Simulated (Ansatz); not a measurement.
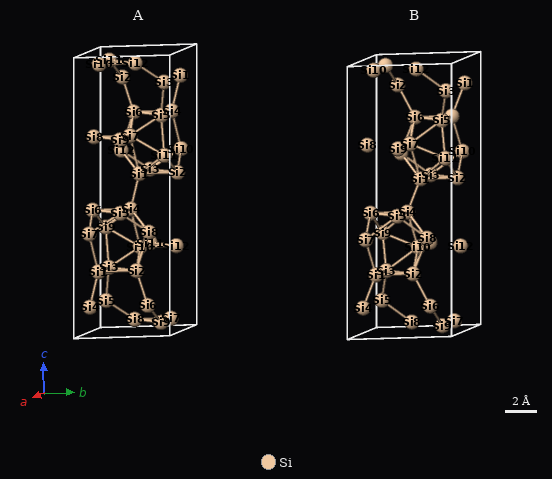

Two geometries of solid Si (built on the alpha-boron_166 type) (coarse preliminary run), drawn at one scale. One is the start of a relaxation, the other its converged end. The picture is a ball-and-stick view of the conventional cell (3 times the calculation's cell), seen slightly off an axis. Lengths and directions refer to the drawn axes.

Theory: DFT PBEsol, scalar-relativistic, plane waves, PAW (Ansatz 0.2.0). Settings: plane-wave cutoff 420 eV; k-point mesh 3 × 3 × 3; occupations gaussian; smearing width 0.1 eV; no spin polarisation; cell and atoms relaxed; force threshold 0.04 eV/Å; at most 70 steps.

### Which geometry has the lower energy?

Structure A is the relaxed one. Case: alpha-boron type (R-3m, No. 166). The largest moves relative to the cell, 0.20 Å, are those of Si7, Si8, Si9, Si10, Si11 and Si12. Si12 goes along [−1 −2 −1]. The drawn cell changes as follows: a = b 7.039 → 6.497 Å (−7.7 %), c 18.006 → 18.522 Å (+2.9 %); the volume changes by −12.4 %. Some distances before and after: Si10–Si11 2.882 → 2.449 Å, Si1–Si11 2.586 → 2.448 Å, Si1–Si7 2.577 → 2.699 Å, Si7–Si11 2.555 → 2.639 Å. Among the angles between lasting bonds that change: Si4–Si1–Si7 129.2° → 143.2°, Si2–Si1–Si4 115.0° → 106.0°, Si10–Si8–Si11 108.9° → 100.2°. The space group stays R-3m (No. 166). Over 4 accepted moves (6 points after the start) the energy falls by 121 meV per atom. The largest force component goes from 0.51 to 0.024 eV/Å. The pressure goes from −3.38 to −0.01 GPa. The line search rejected the trial step at point 2 of the run. At 1 point the geometry stayed and the basis and grid were re-selected for the new cell (energy shift of 0.1 meV per atom at most each time). The run took roughly 40 core-seconds on a shared host.
